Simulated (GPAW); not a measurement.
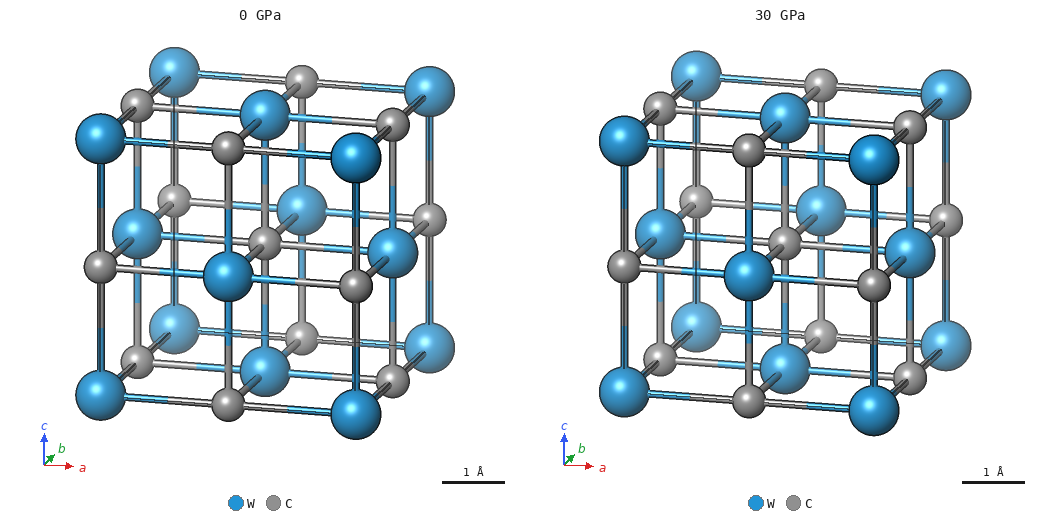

WC, rock salt (NaCl type), space group Fm-3m (No. 225), relaxed (cell and atoms) under a series of hydrostatic pressures; the conventional cell is drawn at the lowest and the highest, to one scale (sticks follow a distance rule). The start was a structure listed in the Materials Project.

Alike in all runs: GPAW 26.7.0; functional PBEsol; potentials PAW data sets generated in the run's folder for this functional; cutoff 800 eV; k mesh 10 × 10 × 10 on the run's cell of 2 atoms; occupations fermi-dirac, width 0.05 eV; no spin polarisation; no spin-orbit coupling.

| pressure (GPa) | volume (Å³/atom) | a (Å) |
| --- | --- | --- |
| 0.2 | 10.233 | 4.342 |
| 2.3 | 10.180 | 4.335 |
| 5.0 | ? | ? |
| 10.0 | 9.994 | 4.308 |
| 20.0 | 9.776 | 4.277 |
| 29.9 | 9.581 | 4.248 |

What equation of state do the given rows imply, and what volume does it predict for the missing row?

The fit gives V0 = 10.24 Å³/atom, B0 = 392 GPa and B0′ = 4.3, which puts the volume at 5.0 GPa at 10.11 Å³/atom. The run gave volume 10.112 Å³/atom; a 4.325 Å.

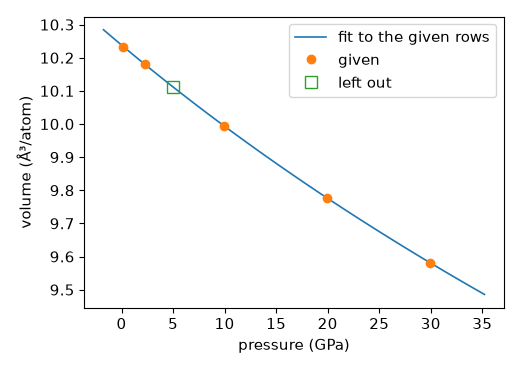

Volume against pressure, with the fit. The structure was kept in its own symmetry, so a change to another phase within this range wouldn't be seen.

Caveat: later steps reuse the first step's grids; spin-orbit coupling is left out, which matters for W, if less for volumes and forces than for levels.
